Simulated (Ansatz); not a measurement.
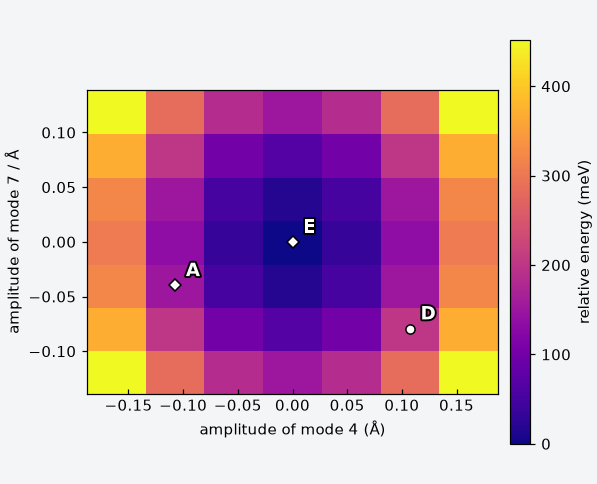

Si₂Mo (I4/mmm, No. 139; 3 atoms in the cell). The energy is mapped over two normal modes frozen in (zone-centre modes of the 3-atom cell of this scan). Coordinates scanned: (1) amplitude of mode 4 (267 cm⁻¹), largest displacement; (2) amplitude of mode 7 (320 cm⁻¹), largest displacement. Nothing is relaxed (the cell and all other modes fixed). The scan uses a 7 × 7 grid; 16 points were computed and 33 follow by symmetry. Points are written as (first, second). All energies are given in meV per cell relative to the lowest grid point. These are results of DFT PBE, scalar-relativistic, plane waves, PAW in Ansatz, not measurements. Settings: cutoff 420 eV, k-mesh 18×18×18, gaussian smearing 0.15 eV, no spin polarisation.

Drawn: one coloured cell a grid point, lettered points.

Question: Is A the lowest point of the computed grid?

Answer: No. A lies 151 meV above the lowest grid point, which is at (0.000 Å, 0.000 Å).

Question: What kind of point is each of A, D, E: minimum, saddle, maximum or slope?

Answer: A: on a slope; D: on a slope; E: minimum. (In these two coordinates alone; a stationary point may lie a little off the grid point.)

PAW datasets: the set soft_1.
